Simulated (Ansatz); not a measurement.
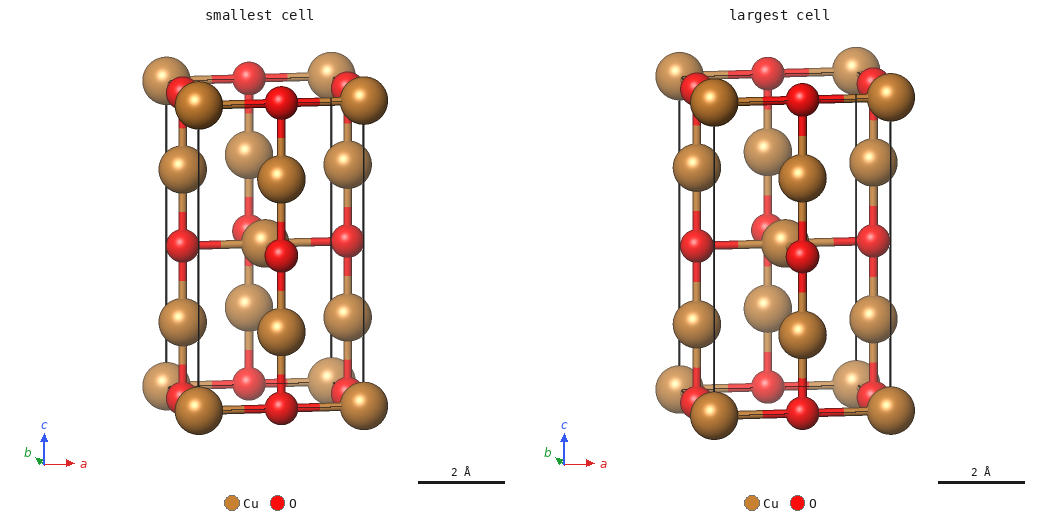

Cu3O2, space group I4/mmm (No. 139), relaxed (cell and atoms, zero pressure) with six functionals; the smallest and the largest of the relaxed conventional cells are drawn to one scale (sticks follow a distance rule). The start was a structure listed in the Materials Project. It needn't be the stable form of this composition.

Alike in all runs: Ansatz 0.2.0; potentials Ansatz PAW; cutoff 420 eV; k mesh 9 × 9 × 9 on the run's cell of 5 atoms; occupations fermi-dirac, width 0.05 eV; no spin polarisation; no spin-orbit coupling. All runs are metallic.

| level | volume (Å³/atom) | a (Å) | c (Å) |
| --- | --- | --- | --- |
| RPBE | ? | ? | ? |
| LDA | 10.98 | 3.910 | 7.182 |
| revPBE | 12.53 | 4.121 | 7.379 |
| PBE | 12.14 | 4.067 | 7.340 |
| PBEsol | 11.44 | 3.970 | 7.261 |
| BLYP | 12.90 | 4.184 | 7.369 |

What does RPBE give?

Volume 12.69 Å³/atom; a 4.142 Å; c 7.394 Å. That is between revPBE and BLYP in volume.

Order the levels by the relaxed volume, smallest first.

LDA (10.98 Å³/atom), PBEsol (11.44 Å³/atom), PBE (12.14 Å³/atom), revPBE (12.53 Å³/atom), RPBE (12.69 Å³/atom), BLYP (12.90 Å³/atom). Rows within a few tenths of a per cent can't be told apart.

Caveat: the plane-wave basis is chosen anew once the cell has moved, so the energies of steps on either side of that aren't comparable; an odd number of electrons without spin polarisation forces a metal, and a magnetic or distorted state may lie lower; the run has no spin polarisation, though such a crystal can be magnetic.
